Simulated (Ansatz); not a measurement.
```xyz
16
Lattice="8.1252 0.0000 0.0000 -4.0626 7.0366 0.0000 0.0000 0.0000 20.1464" Properties=species:S:1:pos:R:3 pbc="T T T"
As    4.0626    0.0000    7.9999
As    2.0313    3.5183    7.9999
As    0.0000    0.0000    7.9999
As   -2.0313    3.5183    7.9999
Ga   -2.0313    5.8638    8.8293
Ga    0.0000    2.3455    8.8293
Ga    2.0313    5.8638    8.8293
Ga    4.0626    2.3455    8.8293
As    2.0313    5.8638   11.5836
As    4.0626    2.3455   11.5836
As   -2.0313    5.8638   11.5836
As    0.0000    2.3455   11.5836
Ga    0.0000    4.6911   12.0900
Ga    2.0313    1.1728   12.0900
Ga    4.0626    4.6911   12.0900
Ga    6.0939    1.1728   12.0900
```

Computed with DFT PBE, scalar-relativistic, plane waves, PAW (Ansatz).

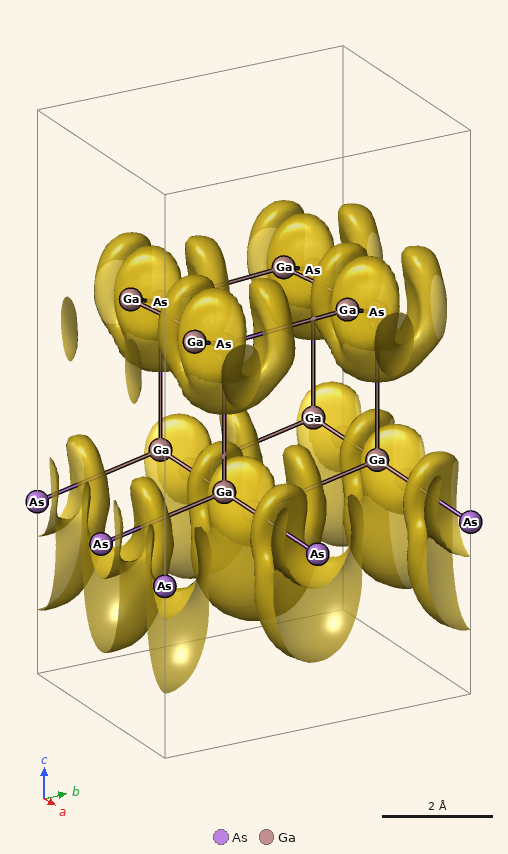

GaAs (slab). Isosurface of the ELF at 0.65 (yellow), seen slightly off an axis. Core shells and regions of very low density are left out. Sticks mark near contacts.

Core electrons are frozen (PAW), and the valence fields are smoothed inside the atomic spheres.

What do the ELF domains correspond to?

Answer. The surface consists of eight regions on As in which the atom's valence shell and bonds are merged, counted in one cell of 16 atoms. Counts are for one cell; the picture repeats the cell along the surface. Profiles from the grid: Ga–As (2.40 Å): the ELF peaks at about 0.75 between the atoms. Ga–As (2.49 Å): the ELF is about 0.70 at the midpoint.
